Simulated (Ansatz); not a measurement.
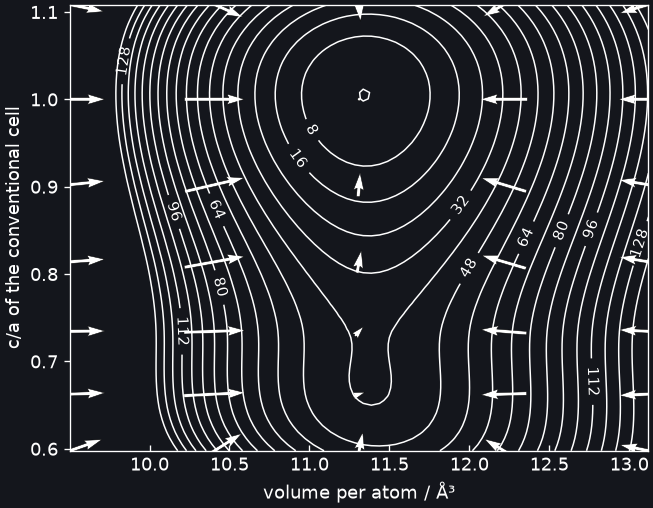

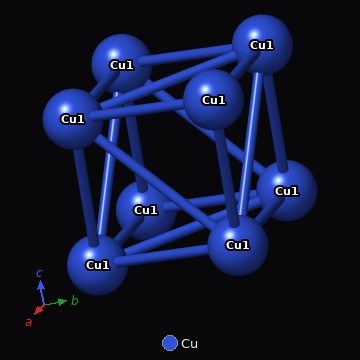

Energy landscape of Cu (Fm-3m, No. 225; 1 atom in the cell). The energy is mapped over volume and the cell's shape. The first coordinate is: volume per atom; the second: c/a of the conventional cell. Nothing is relaxed (symmetry fixes all fractional coordinates). Grid: 5 × 7 points. Points are written as (first, second). All energies are given in meV/atom relative to the lowest grid point. Theory: DFT PBEsol, scalar-relativistic, plane waves, PAW in Ansatz 0.2.0. Settings: cutoff 520 eV, k-mesh 24×24×24, gaussian smearing 0.15 eV, no spin polarisation.

In the figure: contour lines labelled in meV/atom (none above 136), arrows along the force (downhill), their lengths compressed. Between grid points the surface is interpolated. The second picture is the structure at the lowest point

Describe this landscape.

The lowest grid point is at (11.31 Å³, 1.000) [fcc]. The highest grid point, (9.50 Å³, 0.598), lies 289 meV/atom above the lowest. Round the minimum the two coordinates are nearly uncoupled.

Grid values (meV/atom):

```csv
"c/a of the conventional cell ↓, volume per atom →",9.50,10.41,11.31,12.22,13.12
1.109,243,69,21,50,128
1.000,215,45,0,32,113
0.902,231,59,12,43,122
0.814,253,78,30,59,137
0.734,262,88,39,69,145
0.662,264,89,40,68,145
0.598,289,106,51,74,147
```

The input of one point:

```yaml
crystal:
  lattice:
    - [0.0, 1.7816422171, 1.7816422171]
    - [1.7816422171, 0.0, 1.7816422171]
    - [1.7816422171, 1.7816422171, 0.0]
  atoms:
    - { symbol: Cu, position: [0.0, 0.0, 0.0] }
basis:
  ecutwfc: 520.0
kpoints:
  mp_grid: { grid: [24, 24, 24] }
hamiltonian:
  xc: pbesol
  pseudopotentials: { kind: paw, azcp: { folder: soft_1 } }
scf:
  occupations: { method: gaussian, width: 0.15 }
output:
  forces: true
  stress: true
  eigenvalues: true
  write_density: true
  write_potential: true
  elf: true
  volumetric_format: npy
```

Time for the 35 points that were run: 14 min on 1 thread of Arm Neoverse N1, with other jobs on the host.
